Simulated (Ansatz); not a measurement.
## Energy of Se along an even scaling of the cell

System: Se (P6₃/mmc, 4 atoms in the cell).
Method: DFT, PBEsol, plane waves (420 eV) with PAW, scalar-relativistic, no spin polarisation (Ansatz 0.2.0).

The 5 runs differ only in the geometry, by an even scaling of the cell at fixed fractional positions.

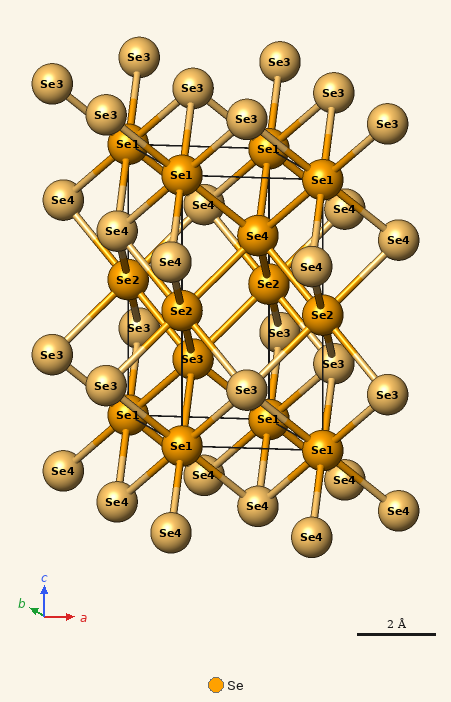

Figure 1. The structure of run 3 (ball-and-stick view of the cell of the calculation, seen slightly off an axis; neighbours outside the cell are drawn fainter; atoms are numbered from 1 in the order of the input).

**Input of run 3**
```yaml
crystal:
  lattice:
    - [3.6468965232, 0.0, 0.0]
    - [-1.8234482616, 3.1583050341, 0.0]
    - [0.0, 0.0, 7.1521180075]
  atoms:
    - { symbol: Se, position: [1.0, 0.0, 0.0] }
    - { symbol: Se, position: [1.0, 0.0, 0.5] }
    - { symbol: Se, position: [0.3333333333, 0.6666666667, 0.25] }
    - { symbol: Se, position: [0.6666666667, 0.3333333333, 0.75] }
hamiltonian:
  xc: pbesol
  pseudopotentials:
    kind: paw
    azcp:
      Se: "pseudopotentials/Se.paw.azcp"
basis:
  ecutwfc: 420
  fft_grid_basis: typed
kpoints:
  mp_grid: { grid: [11, 11, 5], shift: [0, 0, 0] }
magnetization:
  spin_polarized: false
scf:
  occupations: { method: fermi_dirac, width: 0.1 }
  lower_state_search: "off"
output:
  stress: true
```

Command:
```bash
ansatz run input.yaml --threads 2 --pin off --max-ram 5120MiB --backend cpu --events-out ev --progress --plain --runs-dir out
```

Run 2 differs from it as follows:
```diff
-    - [3.6468965232, 0.0, 0.0]
-    - [-1.8234482616, 3.1583050341, 0.0]
-    - [0.0, 0.0, 7.1521180075]
+    - [3.5955249406, 0.0, 0.0]
+    - [-1.7977624704, 3.1138159385, 0.0]
+    - [0.0, 0.0, 7.0513705313]
```

**Results, with one run withheld**

```csv
run,volume per atom (Å³),"free energy per atom, from the lowest run given (meV)",pressure (GPa)
1,18.878,96.90,13.33
2,19.736,?,?
3,20.595,9.73,3.63
4,21.453,0.00,0.13
5,22.311,7.18,−2.71
```

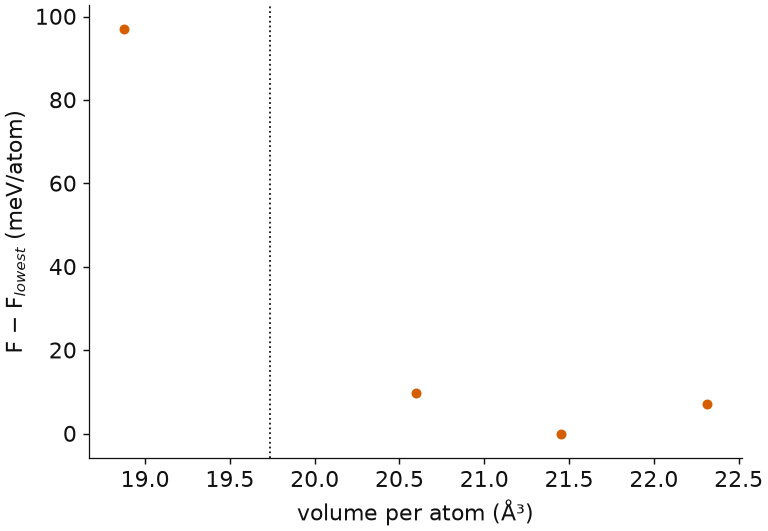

Figure 2. Free energy per atom of the runs given; the dotted line marks run 2.

Fit the runs given and predict run 2.

A quadratic polynomial in V^(−2/3) (the Birch–Murnaghan form), fitted to the 4 runs given, misses them by at most 0.06 meV per atom. With x = V^(−2/3) − 0.13246 Å⁻², it reads F = 6.6994 + 4391.3 x + 7.1191e+05 x² (meV per atom). At run 2 it gives 40.54 meV per atom, and the run itself gives 40.39. The slope of the fit gives a pressure −dF/dV of 7.97 GPa there, and the run prints 7.97 GPa. The fit has its minimum at 21.489 Å³ per atom, where V d²F/dV² gives 79 GPa. Cell shape and fractional positions are held, so this is the stiffness under even scaling; the relaxed bulk modulus wasn't computed.

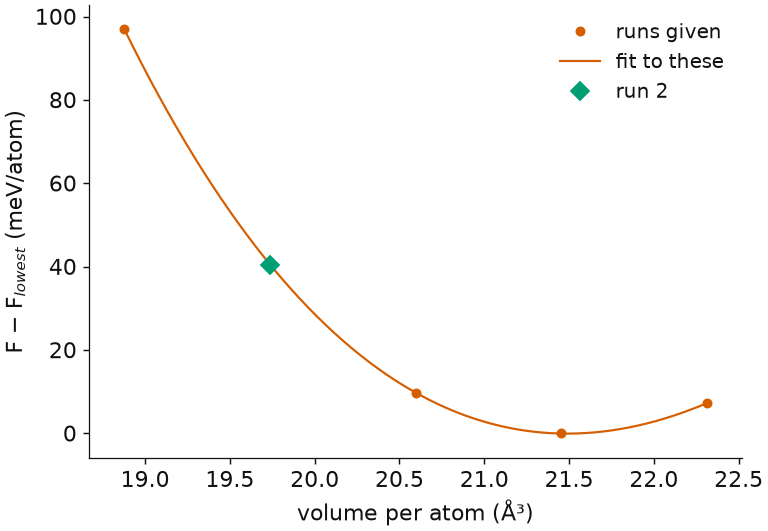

Figure 3. The fit and the withheld run.

**Output, shortened to warnings, some set-up lines, iterations and results (run 2)**
```
Warning: [file] the record states the generating functional pbe (its physics header spells it `PBE`), which answers neither for hamiltonian.xc's functional nor for the pbesol family's — results may be inconsistent (PPs are generated against a specific XC)
Basis set: ecut = 420 eV, 1523 PW (Γ)
Symmetry: 24 space group operations
k-points: 48 of 605
Initial density: superposition of atomic densities (neutral atoms: chi_scale 0, normalization atom), corrected by the library's trained network
[...]
SCF iter   1: F=—  HF=-21695.844431 eV  |F-HF|=—  |Δ(HF+E_count)|=         —  Δρ=2.60e-3  dr2=4.93e-3  ethr=1.77e-3  ⟨swp⟩=6.3  Hψ=6616  notcnv=0
SCF iter   2: F=—  HF=-21695.842008 eV  |F-HF|=—  |Δ(HF+E_count)|=   2.42e-3  Δρ=1.66e-3  dr2=2.06e-3  ethr=7.70e-6  ⟨swp⟩=2.7  Hψ=4033  notcnv=0
SCF iter   3: F=—  HF=-21695.842237 eV  |F-HF|=—  |Δ(HF+E_count)|=   2.29e-4  Δρ=6.85e-4  dr2=4.97e-4  ethr=3.22e-6  ⟨swp⟩=1.1  Hψ=1782  notcnv=0
SCF iter   4: F=—  HF=-21695.842219 eV  |F-HF|=—  |Δ(HF+E_count)|=   1.82e-5  Δρ=1.72e-4  dr2=2.55e-5  ethr=7.76e-7  ⟨swp⟩=2.0  Hψ=2343  notcnv=0
SCF iter   5: F=—  HF=-21695.842226 eV  |F-HF|=—  |Δ(HF+E_count)|=   7.17e-6  Δρ=7.43e-5  dr2=5.09e-6  ethr=3.99e-8  ⟨swp⟩=2.0  Hψ=3325  notcnv=0
SCF iter   6: F=—  HF=-21695.842226 eV  |F-HF|=—  |Δ(HF+E_count)|=   1.10e-7  Δρ=2.68e-5  dr2=5.43e-7  ethr=7.96e-9  ⟨swp⟩=2.0  Hψ=3324  notcnv=0
SCF iter   7: F=-21695.842226 eV  HF=-21695.842226 eV  |F-HF|=3.93e-9  |Δ(HF+E_count)|=   5.20e-7  Δρ=5.62e-6  dr2=2.41e-8  ethr=1.56e-10  ⟨swp⟩=4.1  Hψ=6601  notcnv=0
SCF 1 converged in 7 iterations: F = -21695.842226 eV  dr2 = 2.41e-8
SCF converged after 7 iterations
Free energy (F): -21695.842226 eV
Harris-Foulkes:  -21695.842226 eV  (|F-HF|=3.93e-9)
Internal energy: -21695.772121 eV  (E = F + TS)
E sigma→0 (E₀):  -21695.807174 eV
Entropy (-TS):   -0.070105 eV (-17.526 meV/atom)
Fermi energy:    12.055512 eV
--- Per-component energies (eV) ---
  E_band       = -1352.475592
  E_kinetic    = 474.484955
  E_local      = -8417.600711  (includes V_loc(G=0)·N_el)
  E_nonlocal   = -2363.920639
  E_hartree    = 4242.122346
  E_xc         = -414.769695
  E_vxc        = -394.176488  (∫ρ·V_xc dr)
  E_paw        = -7474.476992  (= ΣΔE_a)
  E_vpaw       = 864.500380  (= ΣTr[D̂ρ^β])
  E_aug_tail   = -0.002388  (compensation charges beyond the density's cutoff)
  E_ewald      = -7745.642799
  E_core_change = 4.033802  (= ΣΔE_core)
  E_smearing   = -0.070105  (= −TS)
  E_closure    = 0.000000  (closes the sum)
  Σ components = -21695.842226   (vs F -21695.842226, Δ=0.00e0)
--- Stress (GPa, compression-positive) ---
        6.712789      -0.000000       0.000000
       -0.000000       6.712789       0.000000
        0.000000       0.000000      10.478926
  P = ⅓ Tr σ = 7.9682 GPa (79.682 kbar)
```

Warnings of the run: the PAW datasets were made with another functional.
